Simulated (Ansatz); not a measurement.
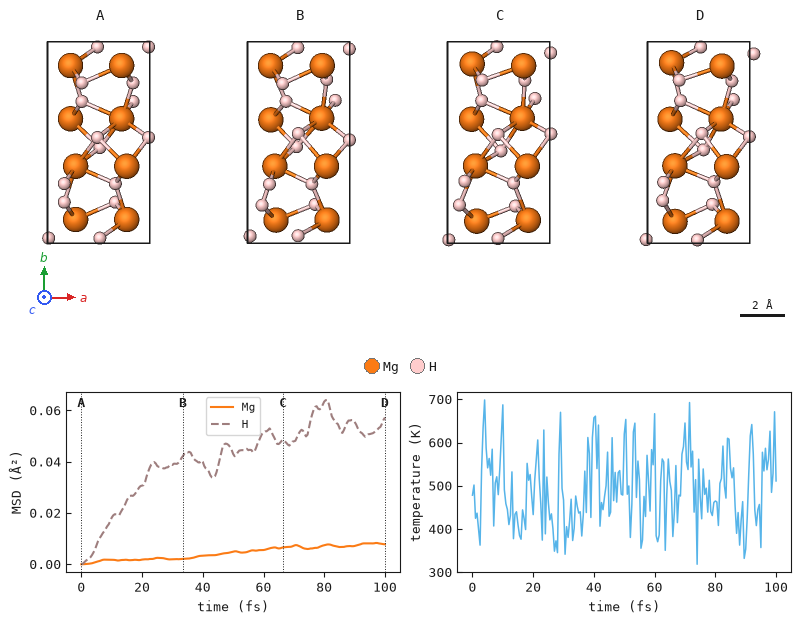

Molecular dynamics of MgH₂ with an H vacancy (23 atoms in the cell, charge -1), 100 fs long. Frames (A at 0 fs, B at 34 fs, C at 66 fs, D at 100 fs) and the history of the run. A ball-and-stick model of the simulation cell, seen along the c axis. Bonds to atoms that aren't drawn are left out.

The calculation used Ansatz, DFT PBE, scalar-relativistic, plane waves, PAW. Run with plane-wave cutoff 420 eV; k-point mesh 2 × 1 × 2; Fermi-Dirac smearing 0.05 eV; low-accuracy preset; Langevin thermostat (NVT); set temperature 500 K; time step 0.5 fs; friction 1 per fs.

**Describe the run.**

Over the second half the temperature averages 500 K (spread ±85 K). The potential energy is still drifting at the end, so the run hasn't reached equilibrium. The potential energy in the second half lies on average 40.5 meV per atom above the first frame. Root-mean-square distances from the starting positions over the second half, with the common drift of all atoms taken out: H 0.23 Å, Mg 0.08 Å. The run lasts only 100 fs, too short to tell vibration from diffusion. The friction is so strong that the slow modes are overdamped, and the motion no longer resembles free dynamics.

Limits of the set-up: the program's low-accuracy preset was used; the periodic images lie only 4.7 Å apart, so the values are limited by the cell's size; the cell is charged, on a uniform background, and energies carry no finite-size correction.
